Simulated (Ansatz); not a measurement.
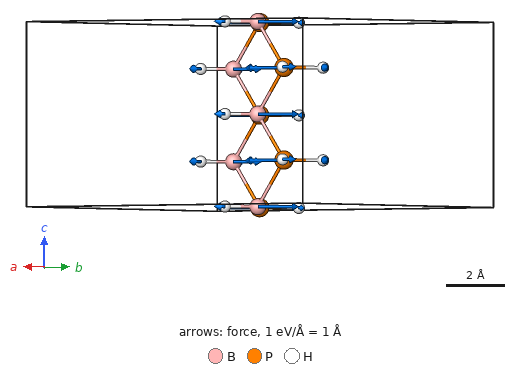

Starting geometry of a wire of composition BPH$_{3}$ with the computed forces as blue arrows. Style: ball-and-stick. Shown: the 2 repeat of the cell, with the vacuum cut short, from a free direction.

Case: wire along [1 1 0], 4 atoms a period, capped with H.

These are results of DFT PBEsol, scalar-relativistic, plane waves, PAW (Ansatz), not measurements.

The input:
```yaml
crystal:
  lattice:
    - [12.9, 0.0, 0.0]
    - [0.0, 14.2, 0.0]
    - [0.0, 0.0, 3.196244792]
  atoms:
    - { symbol: B, position: [0.5619427285, 0.5351145289, 0.0] }
    - { symbol: P, position: [0.5619427285, 0.6146950348, 0.5] }
    - { symbol: B, position: [0.4380572715, 0.3759535172, 0.5] }
    - { symbol: P, position: [0.4380572715, 0.4555340231, 0.0] }
    - { symbol: H, position: [0.6372629558, 0.48673095, 0.0] }
    - { symbol: H, position: [0.4720648103, 0.6724300617, 0.5] }
    - { symbol: H, position: [0.6518206467, 0.6724300617, 0.5] }
    - { symbol: H, position: [0.5133774987, 0.3275699383, 0.5] }
    - { symbol: H, position: [0.3627370442, 0.3275699383, 0.5] }
    - { symbol: H, position: [0.3481793533, 0.51326905, 0.0] }
basis:
  ecutwfc: 420
kpoints:
  mp_grid: { grid: [1, 1, 10] }
hamiltonian:
  xc: pbesol
scf:
  occupations: { method: gaussian, width: 0.05 }
output:
  forces: true
  stress: true
  eigenvalues: true
  populations: true
  write_density: true
  write_potential: true
  elf: true
  volumetric_format: npy
relax:
  adjacent_minimum: "off"
  f_tol: 0.02
  max_steps: 45
  cell: { fix: [a, b, alpha, beta, gamma], stress_tol: 0.03 }
```

Launched with:
```bash
ansatz run input.yaml --threads 4 --pin off --max-ram 11264MiB --backend cpu --events-out ev --progress --plain --runs-dir out
```

### Is this structure relaxed? If not, where do the atoms go?

It isn't relaxed: the largest force vector, on P2, is 1.58 eV/Å. The final displacements follow the starting forces only in part (cosine between the two patterns 0.58). The largest move relative to the layer's centre is that of H7, 0.11 Å. By element the largest moves are H 0.11 Å, P 0.09 Å, B 0.03 Å. Along the periodic axis the drawn cell goes c 6.392 → 6.447 Å (+0.9 %). Among the contacts that change: B1–P2 1.957 → 1.923 Å, B3–P4 1.957 → 1.929 Å, B3–H8 1.190 → 1.216 Å, B1–H5 1.190 → 1.214 Å. Among the angles between lasting bonds that change: H6–P2–H7 109.5° → 98.9°, B1–P4–H10 109.5° → 103.1°, P2–B1–P2 109.5° → 113.9°. The energy falls by 0.187 eV per cell of the calculation in 4 accepted moves (5 points after the start). The largest force component goes from 1.6 to 0.0061 eV/Å. At 1 point the geometry stayed and the basis and grid were re-selected for the new cell (energy shift of 0.9 meV per cell of the calculation at most each time).
